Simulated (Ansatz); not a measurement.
Run report: Si₁₂O₂₃ (charge +2), field-gradient calculation (part 3 of 3)

Si₁₂O₂₃ (defect cell, 35 atoms in the cell, total charge +2); DFT, PBE, plane-wave PAW, default files, scalar-relativistic, no spin polarisation (Ansatz 0.2.0); cutoff 420 eV, 2×2×2 k-mesh, Fermi–Dirac smearing of 0.01 eV. The structure derives from a Materials Project entry. It belongs to a series of runs on one base structure; here: O vacancy, charge +2, host positions.

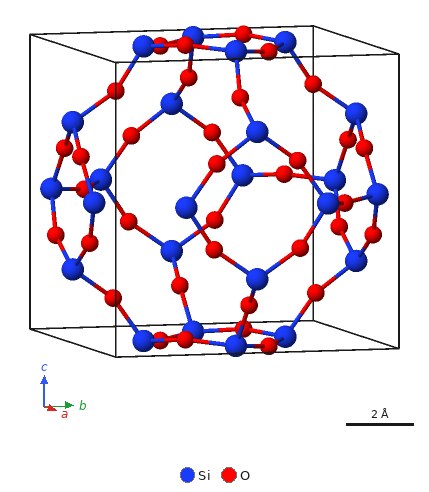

*The structure (ball-and-stick view of the cell of the calculation, seen at an oblique angle).*

### Log, continued
```
  k-point 0: bands = ["-20.9634", "-20.7102", "-20.3697", "-20.3295", "-20.0803", "-20.0578", "-20.0006", "-19.6256", "-19.6154", "-19.5624", "-19.4870", "-19.1095", "-19.0644", "-19.0592", "-18.9300", "-18.6648", "-18.6147", "-18.6086", "-18.5122", "-18.5074", "-18.4808", "-18.4618", "-18.4358", "-11.1799", "-10.3518", "-9.8657", "-9.6734", "-9.2428", "-9.1230", "-8.9525", "-8.8143", "-8.7979", "-7.7093", "-7.6305", "-7.2957", "-7.2658", "-7.1893", "-7.0353", "-6.8875", "-6.7639", "-6.7522", "-6.6547", "-6.5835", "-6.5535", "-6.5253", "-6.0308", "-5.5881", "-4.8962", "-4.8177", "-4.5982", "-4.4601", "-4.3656", "-4.3102", "-4.2345", "-4.2181", "-4.0011", "-3.8832", "-3.8608", "-3.7341", "-3.6806", "-3.6177", "-3.5479", "-3.3906", "-3.3362", "-3.3234", "-3.2852", "-3.2786", "-3.2208", "-3.1848", "-3.1622", "-3.1203", "-3.0909", "-2.9897", "-2.9588", "-2.7591", "-2.7557", "-2.7457", "-2.6377", "-2.4787", "-2.4064", "-2.4054", "-2.2661", "-2.2312", "-2.1753", "-2.0193", "-1.9873", "-1.7878", "-1.7795", "-1.4052", "-1.3682", "-1.3371", "-1.2938", "-1.2563", "2.6354", "4.8450", "5.2309", "5.2921", "6.5611", "6.7661", "7.0623", "7.1534", "7.3129", "7.3497", "7.4721", "7.5253", "7.6783", "7.8417", "7.8930", "8.2192", "8.2309", "8.2879", "8.3430", "8.3743", "8.4387", "8.7950", "8.8447", "8.9094", "9.0821", "9.2054", "9.4063", "9.4168", "9.4510", "9.4702", "9.4876", "9.5282", "9.5552", "9.7047"]
  k-point 1: bands = ["-20.9330", "-20.6880", "-20.4537", "-20.3190", "-20.2146", "-20.1088", "-19.7645", "-19.6668", "-19.6250", "-19.6078", "-19.3373", "-19.2292", "-19.0130", "-18.9825", "-18.8577", "-18.7594", "-18.6699", "-18.6178", "-18.5172", "-18.5163", "-18.4798", "-18.4620", "-18.4358", "-10.8527", "-10.5226", "-10.2369", "-9.6058", "-9.5161", "-8.9617", "-8.8333", "-8.8171", "-8.3181", "-8.1791", "-7.4311", "-7.3642", "-7.2231", "-7.1791", "-7.0578", "-7.0168", "-6.7758", "-6.7550", "-6.6562", "-6.5529", "-6.5332", "-6.3736", "-6.1093", "-5.5775", "-4.8620", "-4.7573", "-4.6157", "-4.5404", "-4.3655", "-4.3110", "-4.2926", "-4.2358", "-4.0096", "-3.8635", "-3.8404", "-3.7353", "-3.7008", "-3.6057", "-3.5192", "-3.4171", "-3.3603", "-3.3121", "-3.2868", "-3.2333", "-3.2243", "-3.1836", "-3.1826", "-3.0672", "-3.0613", "-3.0079", "-2.9963", "-2.7541", "-2.7540", "-2.7296", "-2.5306", "-2.4764", "-2.4225", "-2.3659", "-2.2436", "-2.2256", "-2.1171", "-2.0744", "-2.0520", "-1.8190", "-1.7500", "-1.5119", "-1.4077", "-1.3781", "-1.2738", "-1.2310", "2.6522", "4.9606", "5.3129", "5.5491", "5.8532", "6.9091", "6.9161", "7.2847", "7.3838", "7.4865", "7.5610", "7.5825", "7.8235", "8.1119", "8.2266", "8.2819", "8.3089", "8.3334", "8.3559", "8.3913", "8.4391", "8.5503", "8.5782", "8.7022", "8.7498", "8.7989", "9.0119", "9.1599", "9.1743", "9.3486", "9.3785", "9.4092", "9.5062", "9.6844"]
  k-point 2: bands = ["-20.8874", "-20.8123", "-20.3882", "-20.2657", "-20.0760", "-20.0605", "-20.0399", "-19.7562", "-19.6189", "-19.4696", "-19.3833", "-19.1498", "-19.0619", "-19.0602", "-18.8398", "-18.6322", "-18.6168", "-18.6102", "-18.6083", "-18.5097", "-18.5030", "-18.4704", "-18.4364", "-10.8831", "-10.7359", "-9.8769", "-9.5846", "-9.1952", "-9.1794", "-9.1665", "-8.8272", "-8.3373", "-8.0378", "-7.5205", "-7.2991", "-7.2764", "-7.2600", "-7.0171", "-6.8753", "-6.7672", "-6.7012", "-6.6469", "-6.6355", "-6.5675", "-6.3359", "-6.1463", "-5.5569", "-4.9584", "-4.8285", "-4.5721", "-4.4003", "-4.3607", "-4.3157", "-4.2561", "-4.2294", "-4.0679", "-3.8530", "-3.8466", "-3.8256", "-3.6379", "-3.5859", "-3.5436", "-3.4878", "-3.3507", "-3.3291", "-3.2938", "-3.2666", "-3.2182", "-3.1479", "-3.1303", "-3.0839", "-2.9918", "-2.9567", "-2.9307", "-2.8379", "-2.7661", "-2.6667", "-2.6575", "-2.5176", "-2.4750", "-2.3648", "-2.3138", "-2.2555", "-2.1097", "-2.0372", "-1.9004", "-1.8435", "-1.6759", "-1.4661", "-1.4076", "-1.3770", "-1.2890", "-1.2602", "2.5745", "5.0607", "5.2018", "5.5302", "5.7928", "7.0626", "7.0912", "7.1417", "7.2671", "7.3867", "7.4725", "7.7284", "7.8042", "8.0477", "8.1838", "8.2383", "8.3465", "8.3748", "8.4553", "8.5110", "8.5647", "8.5790", "8.6439", "8.6780", "8.8200", "8.9437", "9.0264", "9.0877", "9.1914", "9.3029", "9.3677", "9.4503", "9.6114", "9.6161"]
  k-point 5: bands = ["-20.8327", "-20.7543", "-20.5134", "-20.2960", "-20.2936", "-20.0832", "-19.9469", "-19.5468", "-19.5421", "-19.5080", "-19.3189", "-19.1390", "-19.1119", "-18.9063", "-18.8886", "-18.8101", "-18.6687", "-18.5908", "-18.5525", "-18.5258", "-18.5072", "-18.4960", "-18.4364", "-10.6726", "-10.2025", "-10.0477", "-9.9454", "-9.9298", "-9.7600", "-8.3624", "-8.2779", "-8.0539", "-8.0142", "-7.7598", "-7.6599", "-7.2866", "-7.2666", "-7.1310", "-6.9186", "-6.6983", "-6.6455", "-6.6141", "-6.5022", "-6.4125", "-6.3871", "-6.3114", "-5.5291", "-4.9479", "-4.8521", "-4.5296", "-4.4451", "-4.3318", "-4.3293", "-4.3191", "-4.2512", "-4.2244", "-3.8908", "-3.7857", "-3.6958", "-3.6515", "-3.6510", "-3.5079", "-3.4414", "-3.3279", "-3.3220", "-3.2768", "-3.2437", "-3.2251", "-3.1742", "-3.0985", "-3.0773", "-3.0285", "-2.9884", "-2.8842", "-2.7370", "-2.6805", "-2.6674", "-2.6382", "-2.5787", "-2.5349", "-2.3962", "-2.3899", "-2.0236", "-1.9803", "-1.9060", "-1.9028", "-1.8017", "-1.7949", "-1.6699", "-1.6575", "-1.3676", "-1.3660", "-1.1638", "2.5640", "5.0861", "5.1356", "6.4644", "6.5439", "6.5573", "6.5718", "6.6023", "6.7909", "7.0345", "7.0950", "7.8331", "8.1449", "8.2047", "8.3461", "8.4071", "8.4594", "8.5237", "8.5564", "8.6536", "8.6573", "8.6829", "8.6859", "8.8861", "8.9271", "9.0424", "9.1852", "9.2344", "9.3555", "9.4005", "9.4770", "9.5027", "9.5182", "9.5942"]
--- Löwdin populations: 35 sites ---
  site symbol       q [e]
     0     Si      2.1406
     1     Si      2.1428
     2     Si      2.3879
     3     Si      2.1382
     4     Si      2.1397
     5     Si      2.1397
     6     Si      2.1428
     7     Si      2.1406
     8     Si      2.1382
     9     Si      2.3879
    10     Si      2.1397
    11     Si      2.1397
    12      O      6.7514
    13      O      6.7701
    14      O      6.7714
    15      O      6.7701
    16      O      6.7714
    17      O      6.7684
    18      O      6.7591
    19      O      6.7577
    20      O      6.7251
    21      O      6.7577
    22      O      6.7251
    23      O      6.7061
    24      O      6.7595
    25      O      6.7710
    26      O      6.7622
    27      O      6.7531
    28      O      6.7374
    29      O      6.7595
    30      O      6.7061
    31      O      6.7374
    32      O      6.7531
    33      O      6.7622
    34      O      6.7710
  spilling = 0.013675 (of n_electrons = 184.000000)
```

### File populations.tsv
```
# site	symbol	l	j	q
# orbitals = lowdin
# n_electrons = 184.000000
# spilling = 0.013675
0	Si	0_3S	-	0.669631
0	Si	1_3P	-	1.470984
1	Si	0_3S	-	0.669575
1	Si	1_3P	-	1.473272
2	Si	0_3S	-	0.807965
2	Si	1_3P	-	1.579889
3	Si	0_3S	-	0.668809
3	Si	1_3P	-	1.469358
4	Si	0_3S	-	0.669732
4	Si	1_3P	-	1.469957
5	Si	0_3S	-	0.669698
5	Si	1_3P	-	1.470049
6	Si	0_3S	-	0.669575
6	Si	1_3P	-	1.473272
7	Si	0_3S	-	0.669631
7	Si	1_3P	-	1.470984
8	Si	0_3S	-	0.668809
8	Si	1_3P	-	1.469358
9	Si	0_3S	-	0.807965
9	Si	1_3P	-	1.579889
10	Si	0_3S	-	0.669732
10	Si	1_3P	-	1.469957
11	Si	0_3S	-	0.669698
11	Si	1_3P	-	1.470049
12	O	0_2S	-	1.590764
12	O	1_2P	-	5.160625
13	O	0_2S	-	1.588896
13	O	1_2P	-	5.181163
14	O	0_2S	-	1.588068
14	O	1_2P	-	5.183336
15	O	0_2S	-	1.588896
15	O	1_2P	-	5.181163
16	O	0_2S	-	1.588068
16	O	1_2P	-	5.183336
17	O	0_2S	-	1.589982
17	O	1_2P	-	5.178460
18	O	0_2S	-	1.591005
18	O	1_2P	-	5.168072
19	O	0_2S	-	1.589369
19	O	1_2P	-	5.168337
20	O	0_2S	-	1.594729
20	O	1_2P	-	5.130373
21	O	0_2S	-	1.589369
21	O	1_2P	-	5.168337
22	O	0_2S	-	1.594729
22	O	1_2P	-	5.130373
23	O	0_2S	-	1.600341
23	O	1_2P	-	5.105733
24	O	0_2S	-	1.590219
24	O	1_2P	-	5.169318
25	O	0_2S	-	1.588660
25	O	1_2P	-	5.182308
26	O	0_2S	-	1.589698
26	O	1_2P	-	5.172488
27	O	0_2S	-	1.590533
27	O	1_2P	-	5.162517
28	O	0_2S	-	1.588578
28	O	1_2P	-	5.148822
29	O	0_2S	-	1.590219
29	O	1_2P	-	5.169318
30	O	0_2S	-	1.600341
30	O	1_2P	-	5.105733
31	O	0_2S	-	1.588578
31	O	1_2P	-	5.148822
32	O	0_2S	-	1.590533
32	O	1_2P	-	5.162517
33	O	0_2S	-	1.589698
33	O	1_2P	-	5.172488
34	O	0_2S	-	1.588660
34	O	1_2P	-	5.182308
```

### File rho_z.tsv
```
# z_ang	rho[e/angstrom^3]
# format = ansatz-planar-average/11
# lattice	8.916982660	0.000000000	0.000000000
# lattice	0.000000000	8.916982660	0.000000000
# lattice	0.000000000	0.000000000	8.916982660
# sites	35
# site	14	2.229245665	0.000000000	4.458491330
# site	14	6.687736995	4.458491330	0.000000000
# site	14	0.000000000	2.229245665	4.458491330
# site	14	4.458491330	6.687736995	0.000000000
# site	14	4.458491330	0.000000000	2.229245665
# site	14	0.000000000	4.458491330	6.687736995
# site	14	4.458491330	2.229245665	0.000000000
# site	14	0.000000000	6.687736995	4.458491330
# site	14	2.229245665	4.458491330	0.000000000
# site	14	6.687736995	0.000000000	4.458491330
# site	14	0.000000000	4.458491330	2.229245665
# site	14	4.458491330	0.000000000	6.687736995
# site	8	3.146411190	5.770571470	0.138226072
# site	8	4.320265258	1.312080140	1.312080140
# site	8	8.778756588	5.770571470	5.770571470
# site	8	7.604902520	4.596717402	1.312080140
# site	8	3.146411190	0.138226072	5.770571470
# site	8	1.312080140	7.604902520	4.596717402
# site	8	5.770571470	3.146411190	0.138226072
# site	8	4.596717402	7.604902520	1.312080140
# site	8	0.138226072	3.146411190	5.770571470
# site	8	1.312080140	4.320265258	1.312080140
# site	8	5.770571470	8.778756588	5.770571470
# site	8	1.312080140	1.312080140	4.320265258
# site	8	5.770571470	5.770571470	8.778756588
# site	8	4.596717402	1.312080140	7.604902520
# site	8	0.138226072	5.770571470	3.146411190
# site	8	1.312080140	4.596717402	7.604902520
# site	8	5.770571470	0.138226072	3.146411190
# site	8	3.146411190	3.146411190	8.778756588
# site	8	7.604902520	7.604902520	4.320265258
# site	8	8.778756588	3.146411190	3.146411190
# site	8	4.320265258	7.604902520	7.604902520
# site	8	3.146411190	8.778756588	3.146411190
# site	8	7.604902520	4.320265258	7.604902520
0.000000	3.975999e-1
0.148616	3.777246e-1
0.297233	3.279227e-1
0.445849	2.711129e-1
0.594466	2.304239e-1
0.743082	2.239370e-1
0.891698	2.581744e-1
1.040315	3.165699e-1
1.188931	3.666485e-1
1.337547	3.801785e-1
1.486164	3.454808e-1
1.634780	2.729411e-1
1.783397	1.917190e-1
1.932013	1.302021e-1
2.080629	9.587954e-2
2.229246	8.470030e-2
2.377862	9.539432e-2
2.526478	1.294272e-1
2.675095	1.910142e-1
2.823711	2.724221e-1
2.972328	3.444051e-1
3.120944	3.781126e-1
3.269560	3.645788e-1
3.418177	3.148901e-1
3.566793	2.556477e-1
3.715409	2.184900e-1
3.864026	2.188406e-1
4.012642	2.480314e-1
4.161259	2.856950e-1
4.309875	3.127746e-1
4.458491	3.164042e-1
4.607108	2.921138e-1
4.755724	2.504328e-1
4.904340	2.121770e-1
5.052957	1.933207e-1
5.201573	2.036105e-1
5.350190	2.475469e-1
5.498806	3.106175e-1
5.647422	3.622151e-1
5.796039	3.767470e-1
5.944655	3.437290e-1
6.093271	2.721881e-1
6.241888	1.909844e-1
6.390504	1.294812e-1
6.539121	9.546944e-2
6.687737	8.477141e-2
6.836353	9.593933e-2
6.984970	1.302518e-1
7.133586	1.917592e-1
7.282203	2.729515e-1
7.430819	3.453808e-1
7.579435	3.799682e-1
7.728052	3.664897e-1
7.876668	3.165345e-1
8.025284	2.581852e-1
8.173901	2.239466e-1
8.322517	2.304244e-1
8.471134	2.710725e-1
8.619750	3.277726e-1
8.768366	3.775326e-1
```

### File v_z.tsv
```
# z_ang	v_es[eV]	v_tot_of_output_density[eV]	v_es_of_output_density[eV]
# format = ansatz-planar-average/11
# xc	pbe
# density_cutoff_ev	1680
# datasets	Si=:simpson_from_first_knot:soft	O=:simpson_from_first_knot:soft
# lattice	8.916982660	0.000000000	0.000000000
# lattice	0.000000000	8.916982660	0.000000000
# lattice	0.000000000	0.000000000	8.916982660
# sites	35
# site	14	2.229245665	0.000000000	4.458491330
# site	14	6.687736995	4.458491330	0.000000000
# site	14	0.000000000	2.229245665	4.458491330
# site	14	4.458491330	6.687736995	0.000000000
# site	14	4.458491330	0.000000000	2.229245665
# site	14	0.000000000	4.458491330	6.687736995
# site	14	4.458491330	2.229245665	0.000000000
# site	14	0.000000000	6.687736995	4.458491330
# site	14	2.229245665	4.458491330	0.000000000
# site	14	6.687736995	0.000000000	4.458491330
# site	14	0.000000000	4.458491330	2.229245665
# site	14	4.458491330	0.000000000	6.687736995
# site	8	3.146411190	5.770571470	0.138226072
# site	8	4.320265258	1.312080140	1.312080140
# site	8	8.778756588	5.770571470	5.770571470
# site	8	7.604902520	4.596717402	1.312080140
# site	8	3.146411190	0.138226072	5.770571470
# site	8	1.312080140	7.604902520	4.596717402
# site	8	5.770571470	3.146411190	0.138226072
# site	8	4.596717402	7.604902520	1.312080140
# site	8	0.138226072	3.146411190	5.770571470
# site	8	1.312080140	4.320265258	1.312080140
# site	8	5.770571470	8.778756588	5.770571470
# site	8	1.312080140	1.312080140	4.320265258
# site	8	5.770571470	5.770571470	8.778756588
# site	8	4.596717402	1.312080140	7.604902520
# site	8	0.138226072	5.770571470	3.146411190
# site	8	1.312080140	4.596717402	7.604902520
# site	8	5.770571470	0.138226072	3.146411190
# site	8	3.146411190	3.146411190	8.778756588
# site	8	7.604902520	7.604902520	4.320265258
# site	8	8.778756588	3.146411190	3.146411190
# site	8	4.320265258	7.604902520	7.604902520
# site	8	3.146411190	8.778756588	3.146411190
# site	8	7.604902520	4.320265258	7.604902520
0.000000	-3.777276e0	-1.129884e1	-3.777126e0
0.148616	-3.329518e0	-1.080779e1	-3.329376e0
0.297233	-2.108668e0	-9.470300e0	-2.108537e0
0.445849	-3.381586e-1	-7.474366e0	-3.380401e-1
0.594466	1.442168e0	-5.471470e0	1.442274e0
0.743082	2.480684e0	-4.341099e0	2.480778e0
0.891698	2.702491e0	-4.071863e0	2.702574e0
1.040315	2.489281e0	-4.222407e0	2.489352e0
1.188931	2.226285e0	-4.396955e0	2.226345e0
1.337547	2.108842e0	-4.389749e0	2.108891e0
1.486164	2.170533e0	-4.148760e0	2.170570e0
1.634780	2.320783e0	-3.780691e0	2.320810e0
1.783397	2.543137e0	-3.349119e0	2.543154e0
1.932013	2.838966e0	-2.864789e0	2.838974e0
2.080629	2.895062e0	-2.669206e0	2.895060e0
2.229246	2.774390e0	-2.740601e0	2.774379e0
2.377862	2.817225e0	-2.747267e0	2.817204e0
2.526478	2.685216e0	-3.017051e0	2.685185e0
2.675095	2.316344e0	-3.571165e0	2.316303e0
2.823711	2.023866e0	-4.069072e0	2.023815e0
2.972328	1.805614e0	-4.499030e0	1.805552e0
3.120944	1.680697e0	-4.795136e0	1.680626e0
3.269560	1.742399e0	-4.848837e0	1.742320e0
3.418177	1.958272e0	-4.707720e0	1.958186e0
3.566793	2.130968e0	-4.574678e0	2.130877e0
3.715409	1.878938e0	-4.838201e0	1.878842e0
3.864026	8.302308e-1	-5.920598e0	8.301309e-1
4.012642	-8.533191e-1	-7.747624e0	-8.534219e-1
4.161259	-2.451369e0	-9.490777e0	-2.451473e0
4.309875	-3.512351e0	-1.060631e1	-3.512455e0
4.458491	-3.829834e0	-1.092952e1	-3.829937e0
4.607108	-3.333304e0	-1.037611e1	-3.333405e0
4.755724	-2.153473e0	-9.091195e0	-2.153571e0
4.904340	-5.030860e-1	-7.254266e0	-5.031816e-1
5.052957	1.120396e0	-5.471219e0	1.120303e0
5.201573	1.987117e0	-4.586167e0	1.987029e0
5.350190	2.124781e0	-4.464394e0	2.124698e0
5.498806	1.924184e0	-4.649165e0	1.924105e0
5.647422	1.691813e0	-4.827509e0	1.691740e0
5.796039	1.624110e0	-4.798862e0	1.624045e0
5.944655	1.747687e0	-4.518414e0	1.747630e0
6.093271	1.968054e0	-4.099314e0	1.968004e0
6.241888	2.263154e0	-3.610037e0	2.263114e0
6.390504	2.635204e0	-3.058281e0	2.635172e0
6.539121	2.769877e0	-2.789343e0	2.769854e0
6.687737	2.729675e0	-2.784567e0	2.729661e0
6.836353	2.852480e0	-2.713214e0	2.852475e0
6.984970	2.798462e0	-2.906081e0	2.798466e0
7.133586	2.504354e0	-3.388097e0	2.504368e0
7.282203	2.283701e0	-3.818275e0	2.283726e0
7.430819	2.135025e0	-4.184712e0	2.135063e0
7.579435	2.075410e0	-4.423346e0	2.075462e0
7.728052	2.195624e0	-4.427858e0	2.195691e0
7.876668	2.462072e0	-4.249776e0	2.462155e0
8.025284	2.678847e0	-4.095317e0	2.678945e0
8.173901	2.460626e0	-4.360604e0	2.460739e0
8.322517	1.425619e0	-5.486859e0	1.425747e0
8.471134	-3.511589e-1	-7.485611e0	-3.510184e-1
8.619750	-2.117956e0	-9.477415e0	-2.117806e0
8.768366	-3.334498e0	-1.081131e1	-3.334345e0
```

### Results in brief

| quantity | value |
| --- | --- |
| outcome | converged |
| electrons treated | 184 |
| free energy | −20716.3197 eV |
| Fermi energy | −1.270 eV |
| pressure | 2.91 GPa |
| field gradient V_zz (10²¹ V/m²) | Si −0.91, Si −0.75, Si 4.58, Si −0.75, Si 0.92, Si −0.89, Si −0.75, Si −0.91 (the first 8 of 35 sites) |
| largest force (length of the vector) | 2.105 eV/Å |
| hardware | 1 thread of Arm Neoverse V1, 24 GiB of memory available, shared host |
| wall time | 81 s |
| peak memory | 1.1 GiB |

### Remarks

Warnings of the run: the exchange-correlation potential is rough where the density is thin.
